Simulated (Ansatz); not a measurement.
# Geometry relaxation, with input and output: Hf₈O₁₇ (part 1 of 3)

Hf₈O₁₇ (defect cell, 25 atoms in the cell), computed with DFT PBE, scalar-relativistic, plane waves, PAW, no spin polarisation (Ansatz 0.2.0).

The structure derives from a Materials Project entry. It belongs to a series of runs on one base structure; here: O_i, charge +0, atoms relaxed at the host's cell. Figures and captions count atoms from 1; the log counts them from 0 in places.

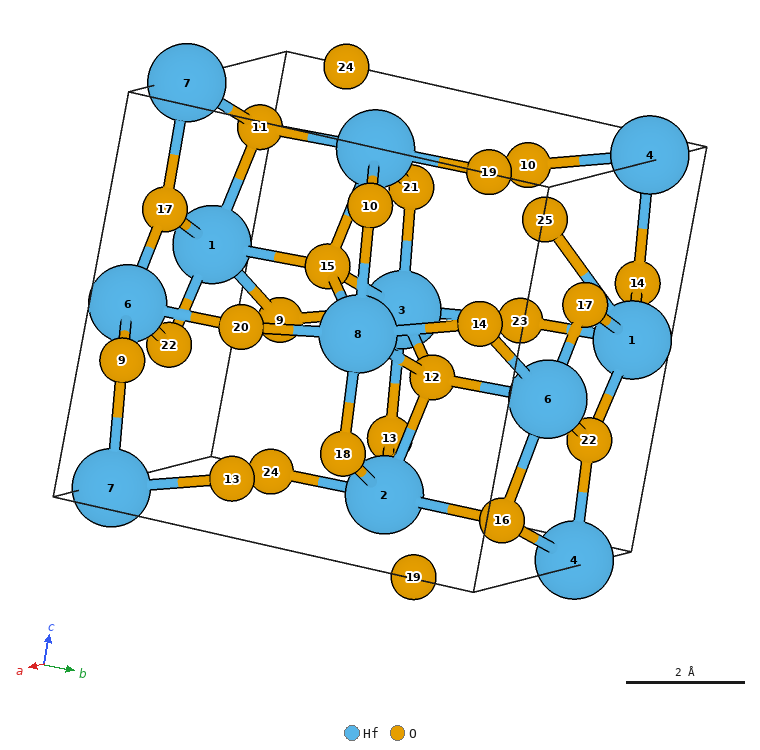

The starting structure (ball-and-stick view of the cell of the calculation, seen slightly off an axis; atoms are numbered from 1 in the order of the input).

The input:
```yaml
crystal:
  lattice:
    - [-4.2678164926, 0.0, -5.2715617563]
    - [5.1609167906, 5.2121152801, -0.0053389574]
    - [5.1609167906, -5.2121152801, -0.0053389574]
  atoms:
    - { symbol: Hf, position: [0.2916270117, 0.0122122638, 0.5551490437] }
    - { symbol: Hf, position: [0.2916270117, 0.5122122638, 0.0551490437] }
    - { symbol: Hf, position: [0.2083729883, 0.4448509563, 0.4877877362] }
    - { symbol: Hf, position: [0.2083729883, 0.9448509563, 0.9877877362] }
    - { symbol: Hf, position: [0.7083729883, 0.4877877362, 0.9448509563] }
    - { symbol: Hf, position: [0.7083729883, 0.9877877362, 0.4448509563] }
    - { symbol: Hf, position: [0.791115897, 0.0571445695, 0.0151464304] }
    - { symbol: Hf, position: [0.7916270117, 0.5551490437, 0.5122122638] }
    - { symbol: O, position: [0.0233531331, 0.1076614915, 0.3648748622] }
    - { symbol: O, position: [0.0233531331, 0.6076614915, 0.8648748622] }
    - { symbol: O, position: [0.4766468669, 0.1351251378, 0.8923385085] }
    - { symbol: O, position: [0.4766468669, 0.6351251378, 0.3923385085] }
    - { symbol: O, position: [0.9766468669, 0.3923385085, 0.1351251378] }
    - { symbol: O, position: [0.9766468669, 0.8923385085, 0.6351251378] }
    - { symbol: O, position: [0.5233531331, 0.3648748622, 0.6076614915] }
    - { symbol: O, position: [0.524425836, 0.8713864297, 0.0996073824] }
    - { symbol: O, position: [0.6441092353, 0.010790643, 0.6766970084] }
    - { symbol: O, position: [0.6515820661, 0.5236752837, 0.195027379] }
    - { symbol: O, position: [0.8484179339, 0.804972621, 0.9763247163] }
    - { symbol: O, position: [0.8484179339, 0.304972621, 0.4763247163] }
    - { symbol: O, position: [0.3550434485, 0.4645787915, 0.8096147601] }
    - { symbol: O, position: [0.3484179339, 0.9763247163, 0.304972621] }
    - { symbol: O, position: [0.1385044347, 0.695611446, 0.5130489078] }
    - { symbol: O, position: [0.1515820661, 0.195027379, 0.0236752837] }
    - { symbol: O, position: [0.4749695889, 0.8245511179, 0.826677021] }
  host:
    lattice:
      - [5.1609167906, 0.0, -0.0053389574]
      - [0.0, 5.2121152801, 0.0]
      - [-0.893100298, 0.0, 5.2769007137]
    atoms:
      - { symbol: Hf, position: [0.2757342958, 0.4570632201, 0.7083729883] }
      - { symbol: Hf, position: [0.7242657042, 0.9570632201, 0.7916270117] }
      - { symbol: Hf, position: [0.7242657042, 0.5429367799, 0.2916270117] }
      - { symbol: Hf, position: [0.2757342958, 0.0429367799, 0.2083729883] }
      - { symbol: O, position: [0.4491832205, 0.7427866293, 0.9766468669] }
      - { symbol: O, position: [0.5508167795, 0.2427866293, 0.5233531331] }
      - { symbol: O, position: [0.5508167795, 0.2572133707, 0.0233531331] }
      - { symbol: O, position: [0.4491832205, 0.7572133707, 0.4766468669] }
      - { symbol: O, position: [0.0671205966, 0.3286479047, 0.3484179339] }
      - { symbol: O, position: [0.9328794034, 0.8286479047, 0.1515820661] }
      - { symbol: O, position: [0.9328794034, 0.6713520953, 0.6515820661] }
      - { symbol: O, position: [0.0671205966, 0.1713520953, 0.8484179339] }
basis:
  ecutwfc: 420
  xc_grid: 2
kpoints:
  mp_grid: { grid: [2, 2, 2], shift: [0.5, 0.5, 0.5] }
hamiltonian:
  xc: pbe
scf:
  occupations: { method: gaussian, width: 0.02 }
output:
  forces: true
  stress: false
  eigenvalues: true
  charged_corrections:
    defect_position: [0.45833333, 0.8125, 0.8125]
    epsilon: [[21.7109, 0.0, 1.5798], [0.0, 19.8712, 0.0], [1.5798, 0.0, 16.4012]]
  write_density: true
  write_potential: true
  elf: true
  volumetric_format: npy
relax:
  adjacent_minimum: "off"
  f_tol: 0.03
  max_steps: 40
```

Launched with:
```bash
ansatz run input.yaml --threads 8 --pin off --max-ram 16384MiB --backend cpu --events-out ev --progress --plain --runs-dir out
```

What the program printed:
```
Engine: ansatz 0.2.0, aarch64-unknown-linux-gnu
Pseudopotentials: kind: paw
Pseudopotential: Hf, paw, valence charge 26, recommended cutoff 420 eV (normal), Hf.paw.azcp
Pseudopotential: O, paw, valence charge 6, recommended cutoff 420 eV (normal), O.paw.azcp
Functional definition: PBE
  parameter kappa = 0.804
  parameter beta = 0.06672455060314922
  exchange = pbe_x(kappa = kappa, mu = beta*pi^2/3)
  correlation = pbe_c(beta = beta)
Crystal: 25 atoms, lattice volume = 283.840 Å³
Basis set: ecut = 420 eV, 5549 PW (Γ), exchange–correlation on 96×100×100 points (8 copies of the dense FFT grid, shifted against one another)
Bands: 186, of which v1, the nominal top of the filled ones, is band 155 counted from 1 (154 counted from 0)
Symmetry: 1 space group operations
Space group: P1 (ITA 1), of the structure as read, at distance tolerance 6.6e-5 Å
k-points: 4 of 8 (time reversal used)
Non-local potential: Hf, projectors of the file, l = 0: 3, l = 1: 2, l = 2: 2, l = 3: 3
Non-local potential: O, projectors of the file, l = 0: 2, l = 1: 2, l = 2: 1
PAW form: soft (Blöchl's): semilocal exchange-correlation on the pseudo side does not see the compensation charge
PAW one-centre angular grid: Hf, 590 points (default); XC on 64 Gauss nodes
PAW one-centre angular grid: O, 110 points (default); XC on 64 Gauss nodes
Initial density: superposition of atomic densities (neutral atoms: chi_scale 0, normalization atom), corrected by the library's trained network
Initial wavefunctions: pseudopotential atomic-orbital guess
Functional: x = pbe(κ = 0.804, μ = 0.2195149727645171), c = pbe(β = 0.06672455060314922)
SCF iter   1: F=—  HF=-135453.893209 eV  |F-HF|=—  |Δ(HF+E_count)|=         —  Δρ=2.02e-2  dr2=1.49e0  ethr=1.77e-3  ⟨swp⟩=6.0  Hψ=2244  notcnv=0  defer=86
preconditioner: auto → Resta (q_TF=auto, 2.769 Å⁻¹)  ε∞=5.5  [insulator: Δε(μ)=1.063 eV  Ē_g=17.812 eV  σ=0.020 eV  W_gap=1.00  n_scr=108 (ndim 8)  ℏωp=37.8 eV  f_vac=0.073  D(μ)=0.00/eV (n_scr^D=0)  ε∞_Penn≈5.5]
SCF iter   2: F=—  HF=-135453.600186 eV  |F-HF|=—  |Δ(HF+E_count)|=   2.93e-1  Δρ=9.61e-3  dr2=1.70e-1  ethr=4.82e-4  ⟨swp⟩=3.0  Hψ=1372  notcnv=0  defer=104
SCF iter   3: F=—  HF=-135453.563800 eV  |F-HF|=—  |Δ(HF+E_count)|=   3.64e-2  Δρ=4.55e-3  dr2=6.65e-2  ethr=5.48e-5  ⟨swp⟩=3.0  Hψ=1156  notcnv=0  defer=104
SCF iter   4: F=—  HF=-135453.546228 eV  |F-HF|=—  |Δ(HF+E_count)|=   1.76e-2  Δρ=2.31e-3  dr2=1.50e-2  ethr=2.15e-5  ⟨swp⟩=2.8  Hψ=1156  notcnv=0  defer=104
SCF iter   5: F=—  HF=-135453.543592 eV  |F-HF|=—  |Δ(HF+E_count)|=   2.64e-3  Δρ=8.43e-4  dr2=1.34e-3  ethr=4.85e-6  ⟨swp⟩=2.2  Hψ=1333  notcnv=0  defer=101
SCF iter   6: F=—  HF=-135453.543831 eV  |F-HF|=—  |Δ(HF+E_count)|=   2.39e-4  Δρ=8.07e-4  dr2=1.66e-3  ethr=4.31e-7  ⟨swp⟩=2.0  Hψ=1139  notcnv=0  defer=101
SCF iter   7: F=—  HF=-135453.543603 eV  |F-HF|=—  |Δ(HF+E_count)|=   2.29e-4  Δρ=1.71e-4  dr2=5.95e-5  ethr=4.31e-7  ⟨swp⟩=2.0  Hψ=1135  notcnv=0  defer=101
SCF iter   8: F=-135453.543602 eV  HF=-135453.543604 eV  |F-HF|=1.43e-6  |Δ(HF+E_count)|=   9.04e-7  Δρ=6.41e-5  dr2=9.40e-6  ethr=7.26e-9  ⟨swp⟩=16.8  Hψ=7827  notcnv=0
SCF 1 converged in 8 iterations: F = -135453.543602 eV  dr2 = 9.40e-6
  greatest PAW one-centre occupation: 0.999 electrons in one spin orbital (limit 2), on the Hf atom at site 0 (counted from 0), in its partial waves of l = 0
relax step   1: F+E_penalty+E_count = -135453.54360220 eV  Δ(F+E_penalty+E_count) = +0.000e0 eV  max|allowed force component| = 4.025e0 eV/Å  Δτ_max = 0.0000 Å  (8 SCF iters, dr2 threshold 2.25e-5 eV, accepted)
Initial density: handed on by an earlier stage of this run
Initial wavefunctions: those handed on with the density
iter 1 solved again at ethr=2.22e-4 eV; its pass at ethr=3.10e-3 eV (dr2=6.87e-1 eV) is discarded
SCF iter   1: F=—  HF=-135454.588256 eV  |F-HF|=—  |Δ(HF+E_count)|=         —  Δρ=2.41e-2  dr2=6.82e-1  ethr=2.22e-4  ⟨swp⟩=1.0  Hψ=2461  notcnv=0  defer=104
preconditioner: auto → Resta (q_TF=auto, 2.769 Å⁻¹)  ε∞=5.5  [insulator: Δε(μ)=0.842 eV  Ē_g=17.787 eV  σ=0.020 eV  W_gap=1.00  n_scr=108 (ndim 8)  ℏωp=37.8 eV  f_vac=0.070  D(μ)=0.00/eV (n_scr^D=0)  ε∞_Penn≈5.5]
SCF iter   2: F=—  HF=-135454.510579 eV  |F-HF|=—  |Δ(HF+E_count)|=   7.77e-2  Δρ=1.28e-2  dr2=1.67e-1  ethr=2.20e-4  ⟨swp⟩=2.8  Hψ=1165  notcnv=0  defer=104
SCF iter   3: F=—  HF=-135454.501104 eV  |F-HF|=—  |Δ(HF+E_count)|=   9.48e-3  Δρ=6.56e-3  dr2=7.31e-2  ethr=5.40e-5  ⟨swp⟩=3.0  Hψ=1166  notcnv=0  defer=105
SCF iter   4: F=—  HF=-135454.495798 eV  |F-HF|=—  |Δ(HF+E_count)|=   5.31e-3  Δρ=1.46e-3  dr2=3.91e-3  ethr=2.36e-5  ⟨swp⟩=2.0  Hψ=1255  notcnv=0  defer=105
SCF iter   5: F=—  HF=-135454.495927 eV  |F-HF|=—  |Δ(HF+E_count)|=   1.29e-4  Δρ=7.30e-4  dr2=1.55e-3  ethr=1.26e-6  ⟨swp⟩=2.0  Hψ=1323  notcnv=0  defer=105
SCF iter   6: F=—  HF=-135454.495841 eV  |F-HF|=—  |Δ(HF+E_count)|=   8.67e-5  Δρ=3.31e-4  dr2=2.69e-4  ethr=5.01e-7  ⟨swp⟩=2.0  Hψ=1131  notcnv=0  defer=105
SCF iter   7: F=—  HF=-135454.495839 eV  |F-HF|=—  |Δ(HF+E_count)|=   1.32e-6  Δρ=1.34e-4  dr2=4.47e-5  ethr=3.23e-8  ⟨swp⟩=15.8  Hψ=7193  notcnv=0
SCF iter   8: F=-135454.495852 eV  HF=-135454.495854 eV  |F-HF|=1.37e-6  |Δ(HF+E_count)|=   1.45e-5  Δρ=4.60e-5  dr2=5.89e-6  ethr=1.44e-8  ⟨swp⟩=11.8  Hψ=7220  notcnv=0
SCF 2 converged in 8 iterations: F = -135454.495852 eV  dr2 = 5.89e-6
  greatest PAW one-centre occupation: 0.999 electrons in one spin orbital (limit 2), on the Hf atom at site 4 (counted from 0), in its partial waves of l = 0
relax step   2: F+E_penalty+E_count = -135454.49585237 eV  Δ(F+E_penalty+E_count) = -9.523e-1 eV  max|allowed force component| = 1.283e0 eV/Å  Δτ_max = 0.1951 Å  (8 SCF iters, dr2 threshold 1.00e-4 eV, accepted)
[... from here on the SCF iterations and repeated set-up lines of each step are left out, up to the last step ...]
SCF 3 converged in 8 iterations: F = -135454.982037 eV  dr2 = 5.52e-6
relax step   3: F+E_penalty+E_count = -135454.98203674 eV  Δ(F+E_penalty+E_count) = -4.862e-1 eV  max|allowed force component| = 1.434e0 eV/Å  Δτ_max = 0.2000 Å  (8 SCF iters, dr2 threshold 1.00e-4 eV, accepted)
SCF 4 converged in 7 iterations: F = -135455.389145 eV  dr2 = 2.38e-5
relax step   4: F+E_penalty+E_count = -135455.38914520 eV  Δ(F+E_penalty+E_count) = -4.071e-1 eV  max|allowed force component| = 7.854e-1 eV/Å  Δτ_max = 0.1943 Å  (7 SCF iters, dr2 threshold 1.00e-4 eV, accepted)
SCF 5 converged in 7 iterations: F = -135455.477926 eV  dr2 = 5.33e-6
relax step   5: F+E_penalty+E_count = -135455.47792561 eV  Δ(F+E_penalty+E_count) = -8.878e-2 eV  max|allowed force component| = 1.071e0 eV/Å  Δτ_max = 0.2000 Å  (7 SCF iters, dr2 threshold 1.00e-4 eV, accepted)
SCF 6 converged in 6 iterations: F = -135455.592028 eV  dr2 = 7.90e-6
relax step   6: F+E_penalty+E_count = -135455.59202805 eV  Δ(F+E_penalty+E_count) = -1.141e-1 eV  max|allowed force component| = 2.493e-1 eV/Å  Δτ_max = 0.0868 Å  (6 SCF iters, dr2 threshold 1.00e-4 eV, accepted)
SCF 7 converged in 7 iterations: F = -135455.634205 eV  dr2 = 1.19e-6
relax step   7: F+E_penalty+E_count = -135455.63420543 eV  Δ(F+E_penalty+E_count) = -4.218e-2 eV  max|allowed force component| = 2.088e-1 eV/Å  Δτ_max = 0.0839 Å  (7 SCF iters, dr2 threshold 3.88e-6 eV, accepted)
SCF 8 converged in 7 iterations: F = -135455.630721 eV  dr2 = 9.41e-7
relax step   8: F+E_penalty+E_count = -135455.63072110 eV  Δ(F+E_penalty+E_count) = +3.484e-3 eV  max|allowed force component| = 3.436e-1 eV/Å  Δτ_max = 0.0776 Å  (7 SCF iters, dr2 threshold 2.73e-6 eV, rejected (line search))
SCF 9 converged in 8 iterations: F = -135455.650446 eV  dr2 = 8.92e-8
relax step   9: F+E_penalty+E_count = -135455.65044565 eV  Δ(F+E_penalty+E_count) = -1.624e-2 eV  max|allowed force component| = 9.541e-2 eV/Å  Δτ_max = 0.0385 Å  (8 SCF iters, accepted)
SCF 10 converged in 7 iterations: F = -135455.664161 eV  dr2 = 1.39e-6
relax step  10: F+E_penalty+E_count = -135455.66416098 eV  Δ(F+E_penalty+E_count) = -1.372e-2 eV  max|allowed force component| = 1.309e-1 eV/Å  Δτ_max = 0.1000 Å  (7 SCF iters, dr2 threshold 1.90e-6 eV, accepted)
SCF 11 converged in 7 iterations: F = -135455.675045 eV  dr2 = 1.34e-6
relax step  11: F+E_penalty+E_count = -135455.67504500 eV  Δ(F+E_penalty+E_count) = -1.088e-2 eV  max|allowed force component| = 2.967e-1 eV/Å  Δτ_max = 0.1146 Å  (7 SCF iters, dr2 threshold 3.57e-6 eV, accepted)
SCF 12 converged in 6 iterations: F = -135455.691409 eV  dr2 = 1.85e-5
relax step  12: F+E_penalty+E_count = -135455.69140893 eV  Δ(F+E_penalty+E_count) = -1.636e-2 eV  max|allowed force component| = 5.306e-1 eV/Å  Δτ_max = 0.1552 Å  (6 SCF iters, dr2 threshold 8.81e-5 eV, accepted)
SCF 13 converged in 6 iterations: F = -135455.727771 eV  dr2 = 3.76e-6
relax step  13: F+E_penalty+E_count = -135455.72777110 eV  Δ(F+E_penalty+E_count) = -3.636e-2 eV  max|allowed force component| = 3.977e-1 eV/Å  Δτ_max = 0.0599 Å  (6 SCF iters, dr2 threshold 1.00e-4 eV, accepted)
SCF 14 converged in 7 iterations: F = -135455.757239 eV  dr2 = 8.99e-6
relax step  14: F+E_penalty+E_count = -135455.75723908 eV  Δ(F+E_penalty+E_count) = -2.947e-2 eV  max|allowed force component| = 2.479e-1 eV/Å  Δτ_max = 0.1802 Å  (7 SCF iters, dr2 threshold 8.88e-5 eV, accepted)
SCF 15 converged in 5 iterations: F = -135455.759513 eV  dr2 = 2.14e-5
relax step  15: F+E_penalty+E_count = -135455.75951348 eV  Δ(F+E_penalty+E_count) = -2.274e-3 eV  max|allowed force component| = 1.959e-1 eV/Å  Δτ_max = 0.0390 Å  (5 SCF iters, dr2 threshold 2.39e-5 eV, accepted)
SCF 16 converged in 6 iterations: F = -135455.760836 eV  dr2 = 4.47e-6
relax step  16: F+E_penalty+E_count = -135455.76083585 eV  Δ(F+E_penalty+E_count) = -1.322e-3 eV  max|allowed force component| = 1.720e-1 eV/Å  Δτ_max = 0.0726 Å  (6 SCF iters, dr2 threshold 1.49e-5 eV, accepted)
SCF 17 converged in 5 iterations: F = -135455.769289 eV  dr2 = 9.59e-6
relax step  17: F+E_penalty+E_count = -135455.76928902 eV  Δ(F+E_penalty+E_count) = -8.453e-3 eV  max|allowed force component| = 3.761e-2 eV/Å  Δτ_max = 0.0335 Å  (5 SCF iters, dr2 threshold 1.85e-5 eV, accepted)
SCF iter   1: F=—  HF=-135455.769752 eV  |F-HF|=—  |Δ(HF+E_count)|=         —  Δρ=8.98e-4  dr2=7.51e-4  ethr=1.73e-6  ⟨swp⟩=2.0  Hψ=1402  notcnv=0  defer=102
preconditioner: auto → Resta (q_TF=auto, 2.769 Å⁻¹)  ε∞=5.4  [insulator: Δε(μ)=4.052 eV  Ē_g=17.947 eV  σ=0.020 eV  W_gap=1.00  n_scr=108 (ndim 8)  ℏωp=37.8 eV  f_vac=0.073  D(μ)=0.00/eV (n_scr^D=0)  ε∞_Penn≈5.4]
SCF iter   2: F=—  HF=-135455.769675 eV  |F-HF|=—  |Δ(HF+E_count)|=   7.68e-5  Δρ=4.67e-4  dr2=2.07e-4  ethr=2.42e-7  ⟨swp⟩=2.0  Hψ=1235  notcnv=0  defer=102
SCF iter   3: F=—  HF=-135455.769693 eV  |F-HF|=—  |Δ(HF+E_count)|=   1.79e-5  Δρ=1.60e-4  dr2=5.71e-5  ethr=6.69e-8  ⟨swp⟩=2.0  Hψ=1134  notcnv=0  defer=102
SCF iter   4: F=—  HF=-135455.769630 eV  |F-HF|=—  |Δ(HF+E_count)|=   6.30e-5  Δρ=3.80e-5  dr2=3.37e-6  ethr=1.84e-8  ⟨swp⟩=2.0  Hψ=1134  notcnv=0  defer=102
SCF iter   5: F=—  HF=-135455.769631 eV  |F-HF|=—  |Δ(HF+E_count)|=   9.45e-7  Δρ=1.28e-5  dr2=4.18e-7  ethr=1.09e-9  ⟨swp⟩=2.0  Hψ=1134  notcnv=0  defer=102
SCF iter   6: F=—  HF=-135455.769631 eV  |F-HF|=—  |Δ(HF+E_count)|=   7.98e-8  Δρ=6.85e-6  dr2=1.17e-7  ethr=3.23e-11  ⟨swp⟩=13.0  Hψ=6093  notcnv=0
SCF iter   7: F=-135455.769631 eV  HF=-135455.769631 eV  |F-HF|=3.20e-9  |Δ(HF+E_count)|=   9.52e-9  Δρ=1.84e-6  dr2=1.06e-8  ethr=3.23e-11  ⟨swp⟩=8.2  Hψ=4728  notcnv=0
SCF 18 converged in 7 iterations: F = -135455.769631 eV  dr2 = 1.06e-8
relax step  18: F+E_penalty+E_count = -135455.76963119 eV  Δ(F+E_penalty+E_count) = -3.422e-4 eV  max|allowed force component| = 1.714e-2 eV/Å  Δτ_max = 0.0071 Å  (7 SCF iters, accepted)
```

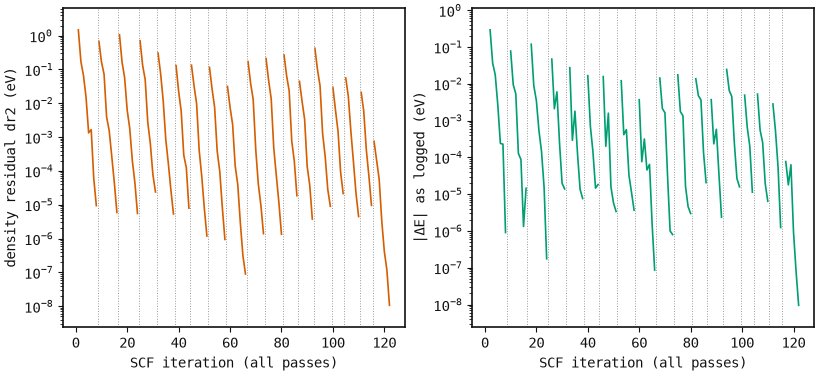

Convergence of the self-consistent field: density residual dr2 and size of the energy change against the SCF iteration. The dotted lines part the SCF passes of the relaxation: geometry steps, rejected trials and re-solves on a re-selected basis. The 18 passes take 5 to 8 iterations each, 122 in all.
